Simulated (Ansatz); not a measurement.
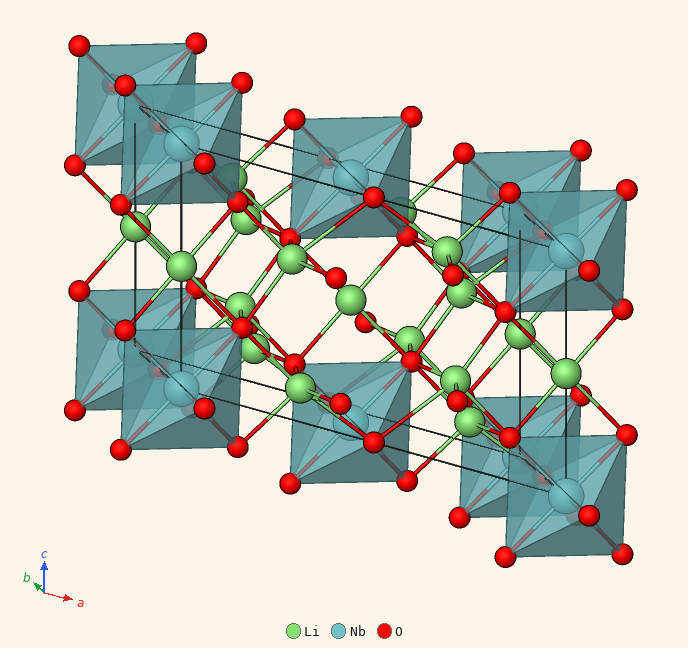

Polyhedral representation of a periodic structure, projected slightly off an axis. Atoms at the boundary of the conventional unit cell (the box) are drawn once for each face, edge or corner they touch. Some atoms of the next cells are drawn as well. Cell: a = 9.672 Å, b = 4.010 Å, c = 5.788 Å, α = 90.00°, β = 108.78°, γ = 90.00°.

Describe this structure.

Formula: Li5NbO5. Space group: C2/m (No. 12). Lattice: base-centred monoclinic. It has 22 atoms to the cell (10 Li, 2 Nb, 10 O). The polyhedra are NbO6 octahedra; they share corners. Each Nb atom is coordinated by six O in an octahedral arrangement at about 2.0 Å. Li takes three kinds of site: 4i with five O at about 1.9 to 2.4 Å; 4i with five O in a distorted square pyramidal arrangement at about 2.0 to 2.2 Å; 2c with four O in a distorted square planar arrangement at about 2.0 to 2.1 Å. O takes three kinds of site: 4i with five Li and one Nb in a distorted octahedral arrangement (about 1.9 to 2.0 Å to Li, 2.0 Å to Nb); 4i with five Li and one Nb (about 2.0 to 2.1 Å to Li, 2.0 Å to Nb); 2b with four Li and two Nb in a distorted octahedral arrangement (about 2.2 to 2.4 Å to Li, 2.0 Å to Nb). With all bonds counted the structure is a three-dimensional framework. Leaving out the bonds to Li, what remains is NbO5 chains along [010].

The initial geometry was a structure listed in the Materials Project. Earlier steps of the study may have refined or changed the cell and positions. An electronic-structure calculation with Ansatz was run on it.
